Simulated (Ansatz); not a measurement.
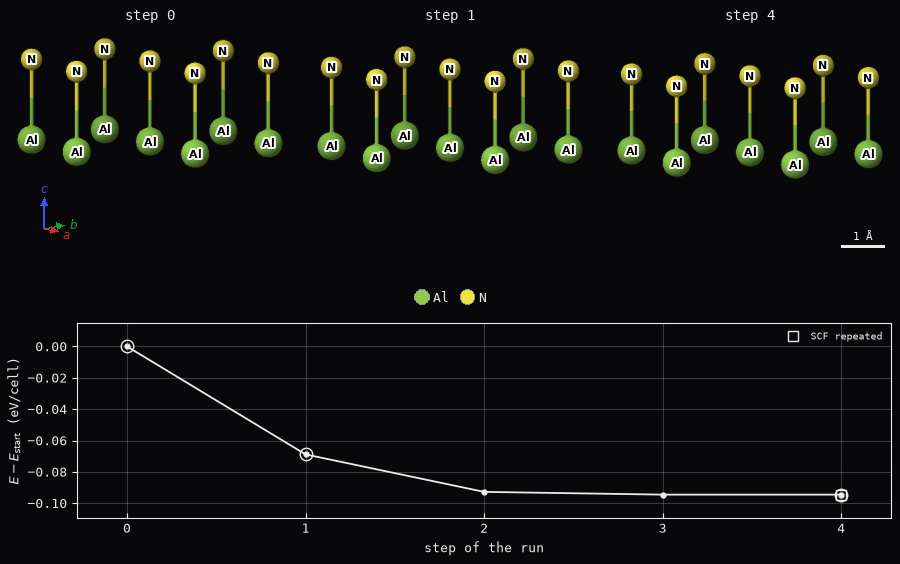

Frames of a constrained relaxation of a slab of composition Al₈N (cut from the P6_3/mmc phase), marked on the history of the run. A ball-and-stick model of the atoms within 4.2 Å of the atom that moves most (axes of the 2 × 3 repeat of the cell, outlined in the plane, without the vacuum), seen slightly off an axis.

Case: N put at a top Al site. The slab is the (0 0 1) face of Al with N on it. 4 atoms are held fixed.

All numbers below come from DFT PBEsol, scalar-relativistic, plane waves, PAW in Ansatz 0.2.0.

Input file:
```yaml
crystal:
  lattice:
    - [2.8362844918, 0.0, 0.0]
    - [-1.4181422459, 2.4562944222, 0.0]
    - [0.0, 0.0, 35.3137615486]
  atoms:
    - { symbol: Al, position: [0.3333333333, 0.6666666667, 0.2406993655] }
    - { symbol: Al, position: [0.0, 0.0, 0.3066945262] }
    - { symbol: Al, position: [0.6666666667, 0.3333333333, 0.3726896867] }
    - { symbol: Al, position: [0.0, 0.0, 0.4386848473] }
    - { symbol: Al, position: [0.3333333333, 0.6666666667, 0.5041562487] }
    - { symbol: Al, position: [0.0, 0.0, 0.570437369] }
    - { symbol: Al, position: [0.6666666667, 0.3333333333, 0.6367922388] }
    - { symbol: Al, position: [0.0, 0.0, 0.7041304568] }
    - { symbol: "N", position: [0.0, 0.0, 0.7585001959] }
basis:
  ecutwfc: 420
kpoints:
  mp_grid: { grid: [12, 12, 1] }
hamiltonian:
  xc: pbesol
scf:
  occupations: { method: gaussian, width: 0.1 }
output:
  forces: true
  eigenvalues: true
  write_density: true
  write_potential: true
  elf: true
  volumetric_format: npy
relax:
  adjacent_minimum: "off"
  f_tol: 0.03
  max_steps: 70
  constraints: [{ sites: [0, 1, 2, 3] }]
efield:
  axis: 3
  dipole_correction: true
  ramp_width: 0.04
```

Launched with:
```bash
ansatz run input.yaml --threads 1 --pin off --max-ram 2560MiB --backend cpu --events-out ev --progress --plain --runs-dir out
```

### Describe the path.

The energy falls by 94.5 meV per cell of the calculation in 3 accepted moves (4 points after the start). The largest force component goes from 1.2 to 0.015 eV/Å. 1 step only repeated the SCF at the same geometry. N9 moves most: 0.35 Å along the normal (−c). Largest moves by element: N 0.35 Å, Al 0.26 Å. The cell doesn't change. Near-neighbour distances that change, for instance: Al8–N9 1.920 → 1.827 Å. Cost: 25 s on 1 thread of AMD EPYC 9R45 96-Core Processor (Zen 5) (shared host), peak memory 0.51 GiB. From step 0 to 1: N9 moves most (0.19 Å), energy −68.9 meV per cell of the calculation. From step 1 to 4: N9 moves most (0.16 Å), energy −25.6 meV per cell of the calculation.

```
step  E − E(0), meV/atom  largest force component, eV/Å                         note
   0                0.00                         1.2426                             
   1               -7.65                         0.7958                             
   2              -10.31                         0.2422                             
   3              -10.50                         0.0148                             
   4              -10.50                         0.0148  same geometry, SCF repeated
```

Limits of the set-up: the cell has an odd number of electrons but was run without spin polarisation; the periodic images lie only 2.8 Å apart, so the values are limited by the cell's size.
